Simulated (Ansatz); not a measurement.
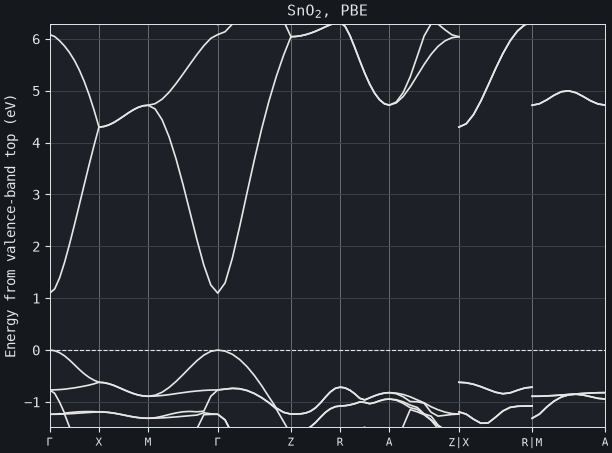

Band structure of rutile-type SnO2, space group P4_2/mnm, 6 atoms in the cell, relaxed with r2SCAN (a = 4.761 Å, c = 3.200 Å (tetragonal axes)). Ansatz 0.2.0; PBE, Ansatz PAW set, no spin polarisation, no spin-orbit coupling, 6×6×8 k mesh, 420 eV cutoff, Fermi-Dirac smearing of 0.02 eV. Energies are counted from the top of the valence band.

A semiconductor. The gap along this path is 1.10 eV and direct: both edges lie at Γ. The top valence level at Γ is a single band, not degenerate (spin aside). The direct gaps are 7.28 eV at Z, 5.61 eV at M and 5.54 eV at A.

LDA, GGA and most meta-GGA functionals understate gaps. The cell is at 8 GPa in this functional.
